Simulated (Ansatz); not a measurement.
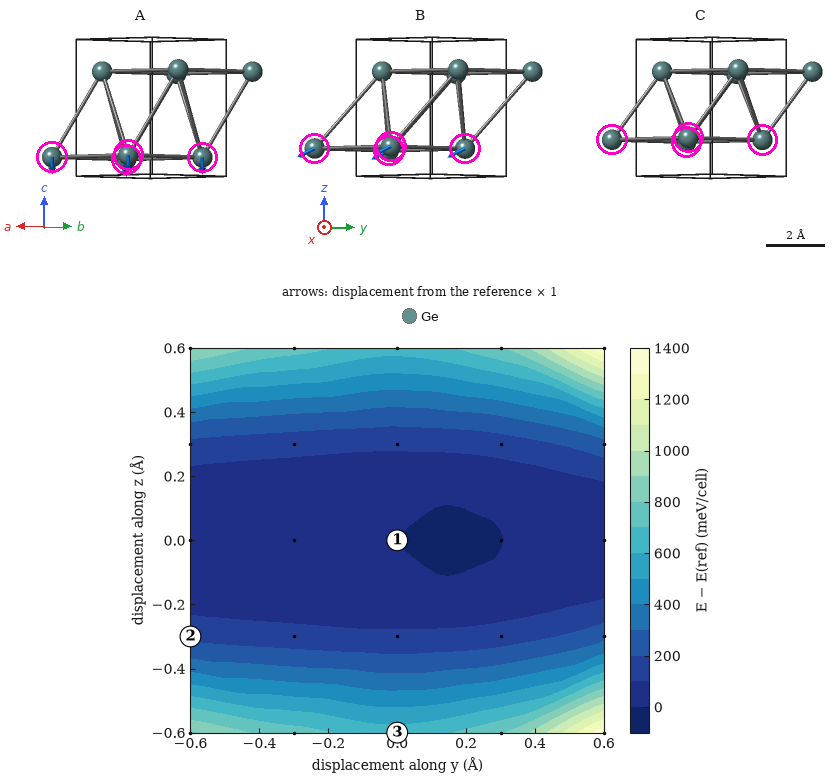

A crystal of Ge (Cmcm): a Ge atom (one in each cell of 2 atoms) is moved over the plane of the Cartesian directions y and z, all else fixed. The map is interpolated between the computed points (dots). The frames are shuffled; each belongs to one numbered point. Style: ball-and-stick. Shown: the cell of the calculation, repeated 2 × 2 × 1 with one cell outlined, nearly along the normal of the scanned plane. The ringed atoms are those of the scanned coordinates. Blue arrows: displacements from the reference.

All numbers below come from DFT PBEsol, scalar-relativistic, plane waves, PAW (Ansatz). (plane-wave cutoff 420 eV; k-point mesh 18 × 18 × 10; occupations gaussian; smearing width 0.15 eV; no spin polarisation). Energies (free energies at the smearing named) are counted from the cell as listed in its source, which wasn't relaxed.

Question: Which frame belongs to which numbered point?

Answer: Point 1 is frame C, at (0.00, 0.00) and 0 meV/cell; 2 is frame B, at (−0.60, −0.30) and 176 meV/cell; 3 is frame A, at (0.00, −0.60) and 643 meV/cell. In pairs of (displacement along y (Å); displacement along z (Å)): the lowest computed point lies at (0.30, 0.00) (−1 meV/cell), the highest at (0.60, −0.60), (0.60, 0.60) (1360 meV/cell). The valley is tilted: raising the displacement along y is eased by raising the displacement along z (cross term 0.14 of the geometric mean of the two curvatures). Over the ranges scanned the energy rises more along the second axis, the displacement along z.
